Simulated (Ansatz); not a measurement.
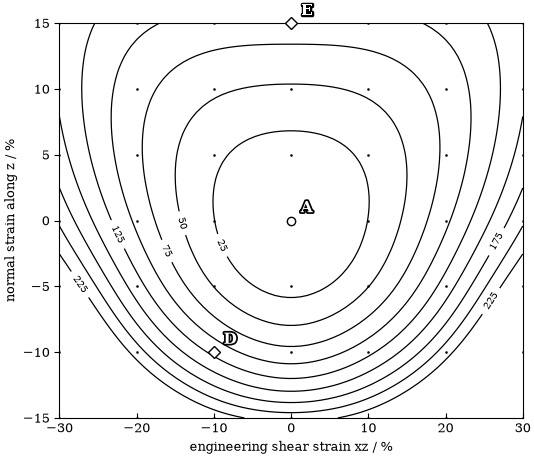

Ga (Cmce, No. 64; 4 atoms in the cell). The energy is mapped over two homogeneous strains (x along [1 0 0], y along [0 1 0], z along [0 0 1] of the conventional cell). The first coordinate is: engineering shear strain xz; the second: normal strain along z. Nothing is relaxed (fractional coordinates fixed). The grid has 7 × 7 points; 28 points were computed and 21 follow by symmetry. Points are written as (first, second). All energies are given in meV/atom relative to the lowest grid point. Computed with Ansatz, DFT PBEsol, scalar-relativistic, plane waves, PAW. Settings: cutoff 420 eV, k-mesh 10×10×10, gaussian smearing 0.15 eV, no spin polarisation.

The picture shows contour lines labelled in meV/atom (none above 225), dots at the grid points, lettered points. Between grid points the surface is interpolated.

Q: Which space group has the cell at each letter?

A: A: Cmce; D: C2/c; E: Cmce.

Q: What kind of point is each of A, D: minimum, saddle, maximum or slope?

A: A: minimum; D: on a slope. (In these two coordinates alone; a stationary point may lie a little off the grid point.)
